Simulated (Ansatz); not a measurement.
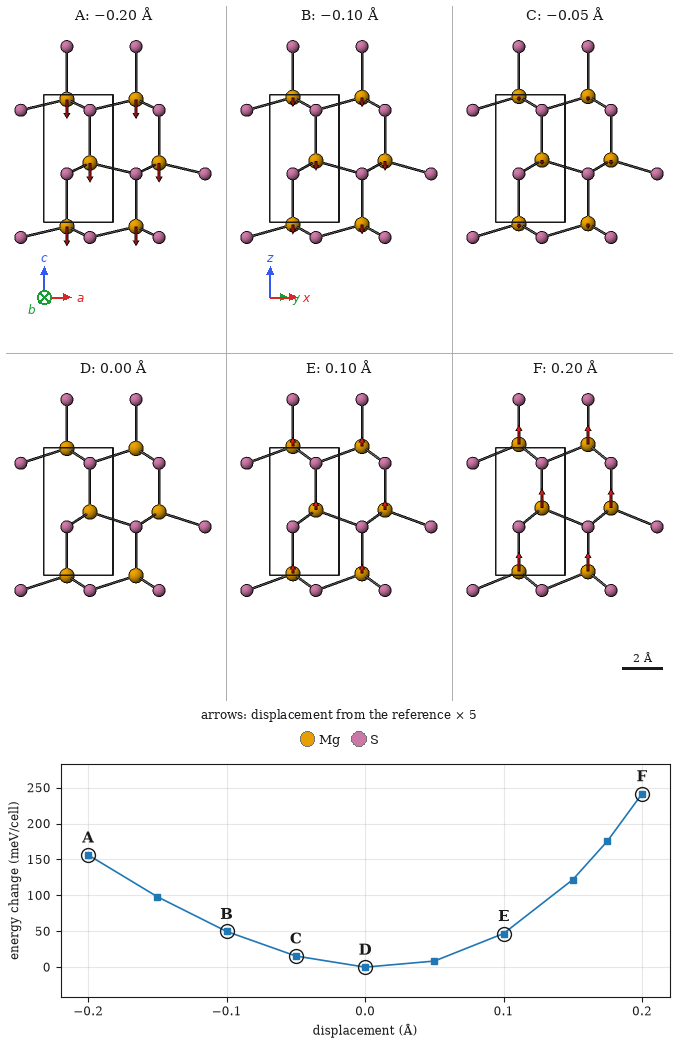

A crystal of MgS (P6_3mc): the whole Mg sublattice is shifted rigidly, along Cartesian [0 0 1], all else fixed. The lettered frames are marked on the plot. The picture is a ball-and-stick view of the cell of the calculation, repeated 2 × 1 × 1 with one cell outlined, seen along the b axis. Red arrows: displacements from the reference.

Theory: Ansatz, DFT PBEsol, scalar-relativistic, plane waves, PAW. Set-up: plane-wave cutoff 420 eV; k-point mesh 6 × 6 × 4; occupations gaussian; smearing width 0.05 eV; no spin polarisation. Energies (free energies at the smearing named) are counted from the cell as listed in its source, which wasn't relaxed.

Read off the main features of the energy profile.

Of the computed points the lowest is at the displacement 0.00 Å, 0.0 meV/cell. The end points stand at 156.3 meV/cell (−0.20 Å) and 241.6 meV/cell (0.20 Å). The curvature at zero is about 9.7 eV/Å² per cell. The well is lopsided: at ±0.200 Å the energy is 1.5 times higher on the positive side. At the highest point the shortest interatomic distance is 2.27 Å, against 2.45 Å in the reference. The distortion keeps the space group P6_3mc.
